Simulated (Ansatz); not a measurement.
## Single-point calculation, with input and output: Ti

The run: single-point calculation of Ti (slab, 12 atoms in the cell). Method and program: DFT PBE, scalar-relativistic, plane waves, PAW, no spin polarisation (Ansatz 0.2.0).

The structure derives from an entry of the Crystallography Open Database. It belongs to a series of runs on one base structure; here: the slab at its places in the relaxed adsorbed structure. Figures and captions count atoms from 1; the log counts them from 0 in places.

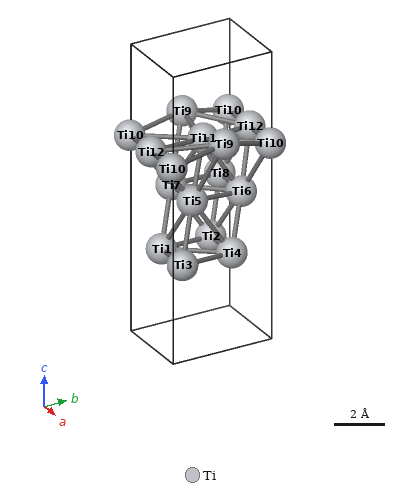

**Figure 1.** The structure (ball-and-stick view of the cell of the calculation, with the vacuum cut short, seen slightly off an axis; atoms are numbered from 1 in the order of the input). An atom can appear more than once, as a periodic image.

## Results in brief

```tsv
quantity	value
outcome	converged
electrons treated	144
free energy	−29988.4206 eV
work function, top face	4.30 eV
work function, bottom face	4.53 eV
Fermi energy	0.767 eV
gap on the k-point mesh	none (metallic)
work function (upper face)	4.30 eV
largest force (length of the vector)	0.501 eV/Å
hardware	4 threads of Arm Neoverse V2, 24 GiB of memory available, shared host
wall time	15 s (CPU time 57 s)
peak memory	1.6 GiB
```

## Input file
```yaml
crystal:
  lattice:
    - [5.8152957309, 0.0, 0.0]
    - [-2.9076478655, 5.0361938335, 0.0]
    - [0.0, 0.0, 24.9884690814]
  atoms:
    - { symbol: Ti, position: [0.3333333333, 0.1666666667, 0.3201476639] }
    - { symbol: Ti, position: [0.3333333333, 0.6666666667, 0.3201476639] }
    - { symbol: Ti, position: [0.8333333333, 0.1666666667, 0.3201476639] }
    - { symbol: Ti, position: [0.8333333333, 0.6666666667, 0.3201476639] }
    - { symbol: Ti, position: [0.6686992082, 0.3346002491, 0.4107359093] }
    - { symbol: Ti, position: [0.6666055056, 0.8335415257, 0.4058621427] }
    - { symbol: Ti, position: [0.1670664865, 0.3349643684, 0.410408739] }
    - { symbol: Ti, position: [0.1658486199, 0.8298295344, 0.4093395449] }
    - { symbol: Ti, position: [0.0074408659, 0.5149004057, 0.5164620096] }
    - { symbol: Ti, position: [-0.0090526888, -0.0098913322, 0.4971687158] }
    - { symbol: Ti, position: [0.5074293744, 0.5139330043, 0.4987157867] }
    - { symbol: Ti, position: [0.5002658838, -0.0100791517, 0.4982068761] }
basis:
  ecutwfc: 420
kpoints:
  mp_grid: { grid: [4, 4, 1] }
hamiltonian:
  xc: pbe
scf:
  occupations: { method: gaussian, width: 0.1 }
output:
  forces: true
  eigenvalues: true
  write_density: true
  volumetric_format: npy
efield:
  axis: 3
  dipole_correction: true
  ramp_width: 0.04
```

Run as:
```bash
ansatz run input.yaml --threads 4 --pin off --max-ram 10240MiB --backend cpu --events-out ev --progress --plain --runs-dir out
```

## Log
```
Engine: ansatz 0.2.0, aarch64-unknown-linux-gnu
Pseudopotentials: kind: paw
Pseudopotential: Ti, paw, valence charge 12, recommended cutoff 420 eV (normal), Ti.paw.azcp
Functional definition: PBE
  parameter kappa = 0.804
  parameter beta = 0.06672455060314922
  exchange = pbe_x(kappa = kappa, mu = beta*pi^2/3)
  correlation = pbe_c(beta = beta)
Crystal: 12 atoms, lattice volume = 731.836 Å³
Basis set: ecut = 420 eV, 14303 PW (Γ), exchange–correlation on 80×80×360 points (8 copies of the dense FFT grid, shifted against one another)
Bands: 87, of which v1, the nominal top of the filled ones, is band 72 counted from 1 (71 counted from 0)
Symmetry: 1 space group operations
Space group: P1 (ITA 1), of the structure as read, at distance tolerance 9.0e-5 Å
k-points: 10 of 16 (time reversal used)
Non-local potential: Ti, projectors of the file, l = 0: 3, l = 1: 2, l = 2: 3, l = 3: 1
PAW form: soft (Blöchl's): semilocal exchange-correlation on the pseudo side does not see the compensation charge
PAW one-centre angular grid: Ti, 590 points (default); XC on 64 Gauss nodes
Initial density: superposition of atomic densities (neutral atoms: chi_scale 0, normalization atom), corrected by the library's trained network
Initial wavefunctions: pseudopotential atomic-orbital guess
Functional: x = pbe(κ = 0.804, μ = 0.2195149727645171), c = pbe(β = 0.06672455060314922)
SCF iter   1: F=—  HF=-29988.441555 eV  |F-HF|=—  |Δ(HF+E_count)|=         —  Δρ=5.43e-3  dr2=1.34e0  ethr=1.77e-3  p=0.029 e·Å  D=7.24e-3 V/Å  ΔV_dip=-0.18 eV  dr2_dipole=3.11e-1  V_vac-E_F(+/−)=3.98/4.16 eV  ⟨swp⟩=8.8  Hψ=4058  notcnv=0
efield: sawtooth ramp at fractional position 0.8983 (placed from the atoms, in the widest stretch of the axis that holds none; the zero of the levels goes with the place), width 0.0400; the density the first Hamiltonian is built on has a dipole p = 0.029 e·Å; the dipole correction subtracts the counter field D = 7.24e-3 V/Å, which shifts the + side's vacuum level by -0.18 eV against the − side's; the planar-averaged density in the ramp window peaks in size at 6.1e-6 e/Å³
preconditioner: auto → LDOS  [metal: Δε(μ)=0.005 eV  Ē_g=2.066 eV  σ=0.100 eV  W_gap=0.03  n_scr=94 (ndim 8)  ℏωp=9.5 eV  f_vac=0.635  D(μ)=22.84/eV (n_scr^D=162)  β→1.0]
SCF iter   2: F=—  HF=-29988.425724 eV  |F-HF|=—  |Δ(HF+E_count)|=   1.58e-2  Δρ=2.59e-3  dr2=5.73e-2  ethr=9.28e-4  p=0.025 e·Å  D=6.25e-3 V/Å  ΔV_dip=-0.16 eV  dr2_dipole=1.41e-3  V_vac-E_F(+/−)=4.30/4.46 eV  ⟨swp⟩=2.2  Hψ=1096  notcnv=0  defer=32
SCF iter   3: F=—  HF=-29988.420872 eV  |F-HF|=—  |Δ(HF+E_count)|=   4.85e-3  Δρ=8.52e-4  dr2=1.62e-2  ethr=3.98e-5  p=0.031 e·Å  D=7.72e-3 V/Å  ΔV_dip=-0.19 eV  dr2_dipole=1.79e-3  V_vac-E_F(+/−)=4.28/4.47 eV  ⟨swp⟩=2.9  Hψ=1498  notcnv=0  defer=32
SCF iter   4: F=—  HF=-29988.420439 eV  |F-HF|=—  |Δ(HF+E_count)|=   4.33e-4  Δρ=2.67e-4  dr2=1.26e-3  ethr=1.12e-5  p=0.033 e·Å  D=8.19e-3 V/Å  ΔV_dip=-0.20 eV  dr2_dipole=4.34e-5  V_vac-E_F(+/−)=4.30/4.50 eV  ⟨swp⟩=2.0  Hψ=991  notcnv=0  defer=32
SCF iter   5: F=—  HF=-29988.420451 eV  |F-HF|=—  |Δ(HF+E_count)|=   1.29e-5  Δρ=9.21e-5  dr2=8.96e-5  ethr=8.78e-7  p=0.034 e·Å  D=8.52e-3 V/Å  ΔV_dip=-0.21 eV  dr2_dipole=1.58e-6  V_vac-E_F(+/−)=4.30/4.51 eV  ⟨swp⟩=2.1  Hψ=1094  notcnv=0  defer=32
SCF iter   6: F=—  HF=-29988.420578 eV  |F-HF|=—  |Δ(HF+E_count)|=   1.27e-4  Δρ=4.49e-5  dr2=2.92e-5  ethr=6.22e-8  p=0.036 e·Å  D=8.86e-3 V/Å  ΔV_dip=-0.22 eV  dr2_dipole=6.84e-8  V_vac-E_F(+/−)=4.30/4.52 eV  ⟨swp⟩=2.5  Hψ=1142  notcnv=0  defer=22
SCF iter   7: F=—  HF=-29988.420582 eV  |F-HF|=—  |Δ(HF+E_count)|=   3.25e-6  Δρ=1.70e-5  dr2=4.43e-6  ethr=2.03e-8  p=0.036 e·Å  D=9.01e-3 V/Å  ΔV_dip=-0.23 eV  dr2_dipole=2.67e-7  V_vac-E_F(+/−)=4.30/4.53 eV  ⟨swp⟩=2.1  Hψ=1081  notcnv=0  defer=22
SCF iter   8: F=—  HF=-29988.420583 eV  |F-HF|=—  |Δ(HF+E_count)|=   9.95e-7  Δρ=5.31e-6  dr2=3.90e-7  ethr=3.08e-9  p=0.037 e·Å  D=9.06e-3 V/Å  ΔV_dip=-0.23 eV  dr2_dipole=6.52e-11  V_vac-E_F(+/−)=4.30/4.53 eV  ⟨swp⟩=2.9  Hψ=1124  notcnv=0  defer=22
SCF iter   9: F=-29988.420583 eV  HF=-29988.420583 eV  |F-HF|=4.44e-8  |Δ(HF+E_count)|=   1.75e-7  Δρ=1.84e-6  dr2=5.87e-8  ethr=6.94e-11  p=0.037 e·Å  D=9.08e-3 V/Å  ΔV_dip=-0.23 eV  dr2_dipole=1.45e-10  V_vac-E_F(+/−)=4.30/4.53 eV  ⟨swp⟩=16.2  Hψ=3757  notcnv=0
SCF 1 converged in 9 iterations: F = -29988.420583 eV  dr2 = 5.87e-8
  greatest PAW one-centre occupation: 0.999 electrons in one spin orbital (limit 2), on the Ti atom at site 5 (counted from 0), in its partial waves of l = 0
SCF converged after 9 iterations
Free energy (F): -29988.420583 eV
Harris-Foulkes:  -29988.420583 eV  (|F-HF|=4.44e-8)
Internal energy: -29988.304103 eV  (E = F + TS)
E sigma→0 (E₀):  -29988.362343 eV
Entropy (-TS):   -0.116479 eV (-9.707 meV/atom)
Fermi energy:    0.767469 eV
Dipole field:    D = 0.009073 V/Å  (p = 0.036696 e·Å, saw-weighted, corrected)
Work function:   Φ+ = 4.3039 eV   Φ− = 4.5307 eV
Levels:          The Fermi level and band energies are counted from a zero that moves with the ramp; work functions are not
--- Per-component energies (eV) ---
  E_band       = -3690.932370
  E_kinetic    = 3264.875059
  E_local      = -154142.455263  (includes V_loc(G=0)·N_el)
  E_nonlocal   = 106.525162
  E_hartree    = 75294.754234
  E_xc         = -1161.520231
  E_vxc        = -1452.278460  (∫ρ·V_xc dr)
  E_paw        = -12575.086293  (= ΣΔE_a)
  E_vpaw       = -2057.396414  (= ΣTr[D̂ρ^β])
  E_aug_tail   = 0.001437  (compensation charges beyond the density's cutoff)
  E_efield     = 0.000166  (sawtooth field / dipole correction)
  E_vefield    = 0.251100  (∫n·V_field dr)
  E_ewald      = 59224.601626
  E_smearing   = -0.116479  (= −TS)
  E_closure    = 0.000000  (closes the sum)
  Σ components = -29988.420583   (vs F -29988.420583, Δ=0.00e0)
--- Forces (eV/Å), atoms counted from 1 ---
  atom   1  Ti     0.01112791     0.03632946     0.38820476
  atom   2  Ti    -0.10730895    -0.10869795    -0.18669621
  atom   3  Ti    -0.00560169     0.18842999    -0.08752626
  atom   4  Ti     0.10841400    -0.11313075    -0.14873551
  atom   5  Ti     0.02486348     0.01468619     0.06473752
  atom   6  Ti     0.01508009     0.00343704     0.00859598
  atom   7  Ti    -0.03090919     0.00714366     0.06196127
  atom   8  Ti    -0.01191270    -0.02755589     0.06383378
  atom   9  Ti     0.00495318    -0.00520813    -0.50054420
  atom  10  Ti    -0.00513394     0.00937593     0.16743926
  atom  11  Ti    -0.00117983    -0.01434299     0.10009230
  atom  12  Ti    -0.00239174     0.00953665     0.06876571
  max |Σ_I F_I| component: 1.28e-4 eV/Å
--- Band table (eV; the first three rows and the last of 10) ---
  k-point 0: bands = ["-56.2778", "-56.0324", "-55.9624", "-55.9541", "-55.9330", "-55.9255", "-55.8974", "-55.8874", "-55.7592", "-55.7103", "-55.6854", "-55.5734", "-32.6691", "-32.6170", "-32.6150", "-32.5620", "-32.5406", "-32.5401", "-32.5033", "-32.4740", "-32.4270", "-32.4259", "-32.4156", "-32.2704", "-32.2284", "-32.2273", "-32.2161", "-32.2090", "-32.1367", "-32.1314", "-32.1294", "-32.1242", "-32.0864", "-32.0552", "-32.0472", "-32.0009", "-31.9985", "-31.9804", "-31.9644", "-31.9191", "-31.9112", "-31.8840", "-31.8409", "-31.8330", "-31.8154", "-31.7641", "-31.6943", "-31.6898", "-4.7913", "-3.4159", "-2.1715", "-1.6998", "-1.6268", "-1.6119", "-1.5102", "-1.4586", "-1.4505", "-1.0591", "-0.9679", "-0.9557", "-0.7857", "-0.7739", "-0.7290", "-0.0741", "-0.0594", "-0.0432", "0.5989", "0.7225", "1.0709", "1.1696", "1.1761", "1.2157", "1.2738", "1.2926", "1.4290", "1.4479", "1.5428", "1.5750", "1.5849", "1.5941", "1.6248", "1.6543", "1.6629", "1.7099", "1.7186", "1.9166", "1.9401"]
  k-point 1: bands = ["-56.2768", "-56.0203", "-55.9590", "-55.9541", "-55.9421", "-55.9256", "-55.9013", "-55.8916", "-55.7528", "-55.7103", "-55.6904", "-55.5746", "-32.6698", "-32.5906", "-32.5694", "-32.5159", "-32.5041", "-32.4832", "-32.4735", "-32.4304", "-32.3987", "-32.3972", "-32.3910", "-32.2886", "-32.2593", "-32.2481", "-32.2313", "-32.2028", "-32.1803", "-32.1586", "-32.1211", "-32.1187", "-32.1063", "-32.0793", "-32.0572", "-32.0298", "-32.0187", "-32.0126", "-31.9938", "-31.9058", "-31.8996", "-31.8789", "-31.8712", "-31.8522", "-31.8263", "-31.7563", "-31.7487", "-31.7009", "-4.3591", "-3.0085", "-2.0328", "-1.7972", "-1.5505", "-1.4795", "-1.4646", "-1.2704", "-1.2441", "-0.8079", "-0.7209", "-0.6439", "-0.5868", "-0.5513", "-0.5473", "-0.0406", "0.0028", "0.0281", "0.4874", "0.6112", "0.7804", "0.8342", "0.8443", "0.9437", "1.0655", "1.1329", "1.1470", "1.2434", "1.2680", "1.3221", "1.3827", "1.4479", "1.5803", "1.6388", "1.6573", "1.6720", "1.7596", "1.7781", "1.7877"]
  k-point 2: bands = ["-56.2758", "-56.0004", "-55.9721", "-55.9483", "-55.9455", "-55.9257", "-55.9103", "-55.8933", "-55.7451", "-55.7102", "-55.6970", "-55.5758", "-32.6688", "-32.5617", "-32.5075", "-32.4599", "-32.4545", "-32.4330", "-32.4213", "-32.3922", "-32.3642", "-32.3540", "-32.3201", "-32.2969", "-32.2938", "-32.2770", "-32.2516", "-32.2391", "-32.2248", "-32.2009", "-32.1866", "-32.1483", "-32.1415", "-32.0863", "-32.0736", "-32.0570", "-32.0174", "-31.9709", "-31.9673", "-31.9514", "-31.9356", "-31.8897", "-31.8843", "-31.8710", "-31.8149", "-31.8125", "-31.7503", "-31.7138", "-3.2320", "-3.2314", "-2.0560", "-2.0397", "-1.2737", "-1.2526", "-1.0262", "-0.9688", "-0.9534", "-0.8916", "-0.3650", "-0.2775", "-0.2205", "-0.1516", "-0.1433", "0.0071", "0.1644", "0.2029", "0.2645", "0.2678", "0.3606", "0.3705", "0.4656", "0.5717", "0.6506", "0.6652", "0.7141", "0.7574", "0.8376", "0.9074", "1.0068", "1.2632", "1.3350", "1.4555", "1.4594", "1.6309", "1.7096", "1.8299", "1.9322"]
  k-point 9: bands = ["-56.2758", "-55.9983", "-55.9780", "-55.9425", "-55.9393", "-55.9301", "-55.9199", "-55.8873", "-55.7384", "-55.7259", "-55.6877", "-55.5763", "-32.6686", "-32.5613", "-32.4971", "-32.4626", "-32.4509", "-32.4330", "-32.4197", "-32.3859", "-32.3637", "-32.3548", "-32.3234", "-32.2995", "-32.2947", "-32.2767", "-32.2541", "-32.2473", "-32.2217", "-32.2043", "-32.1987", "-32.1599", "-32.1381", "-32.0772", "-32.0688", "-32.0577", "-32.0051", "-31.9838", "-31.9704", "-31.9530", "-31.9282", "-31.9063", "-31.8849", "-31.8560", "-31.8143", "-31.8005", "-31.7505", "-31.7210", "-3.2350", "-3.2282", "-2.0520", "-2.0387", "-1.2720", "-1.2532", "-1.0155", "-0.9716", "-0.9326", "-0.9158", "-0.3587", "-0.2701", "-0.2214", "-0.1615", "-0.1149", "0.0117", "0.1758", "0.2049", "0.2532", "0.2717", "0.3224", "0.3465", "0.4943", "0.5850", "0.6494", "0.6594", "0.7533", "0.7811", "0.8850", "0.9125", "1.0366", "1.1870", "1.2271", "1.4501", "1.4557", "1.6449", "1.7036", "1.8562", "1.9023"]
```

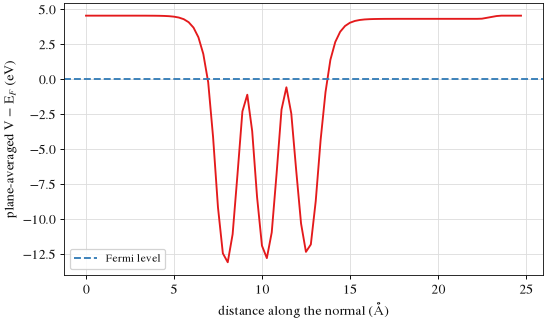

**Figure 2.** Plane average of the electrostatic potential energy of an electron across the cell, from the Fermi level. The vacuum level lies 4.30 eV above the Fermi level on the upper side and 4.53 eV on the lower.

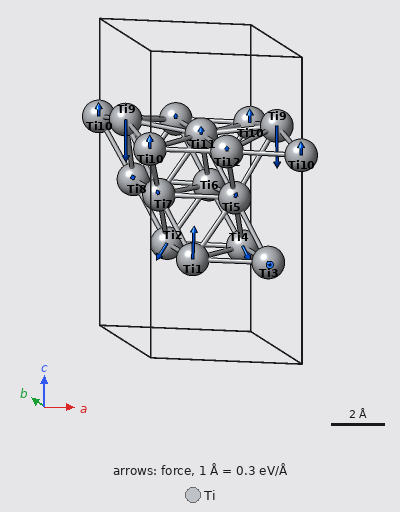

**Figure 3.** Forces on the atoms as blue arrows (ball-and-stick view of the cell of the calculation, with the vacuum cut short, seen slightly off an axis; atoms are numbered from 1 in the order of the input); the smallest are left out. The largest act on Ti9 (0.50 eV/Å); Ti1 (0.39 eV/Å); Ti2 (0.24 eV/Å); Ti4 (0.22 eV/Å), among others. The geometry is not a stationary point of this energy.

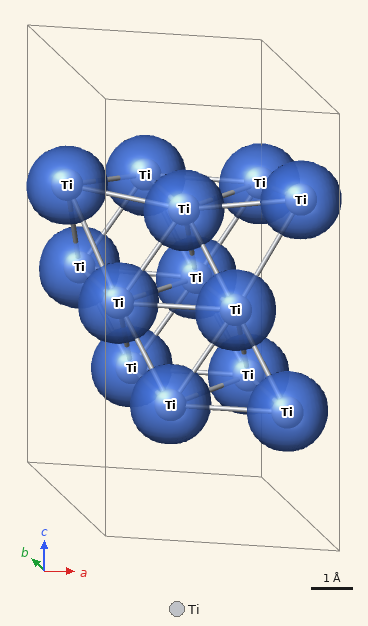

**Figure 4.** Isosurface of the valence electron density at 0.4 e/Å³ (blue), seen slightly off an axis. Sticks mark near contacts. At this value the density breaks into separate islands; it holds about 75 % of the electrons treated as valence (semicore included). It is pinched off along the Ti–Ti (2.72 Å), Ti–Ti (2.77 Å), Ti–Ti (2.81 Å) and Ti–Ti (2.85 Å) contacts. On the grid the lowest density along these lines, outside the cores, is 0.24 e/Å³ (Ti–Ti, 2.72 Å), 0.22 e/Å³ (Ti–Ti, 2.77 Å), 0.22 e/Å³ (Ti–Ti, 2.81 Å) and 0.2 e/Å³ (Ti–Ti, 2.85 Å). The fields are those of the smooth PAW valence density.

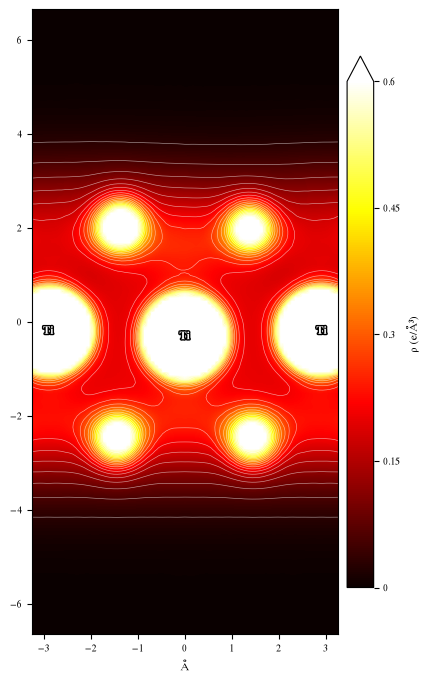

**Figure 5.** Valence charge density (pseudo) on the (11̄0) plane of the calculation cell, a cut from vacuum to vacuum. Ti–Ti (2.90 Å): the density is about 0.2 e/Å³ at the midpoint. Ti–Ti (2.92 Å): the density is about 0.2 e/Å³ at the midpoint. The density dies away to nearly zero in the vacuum.
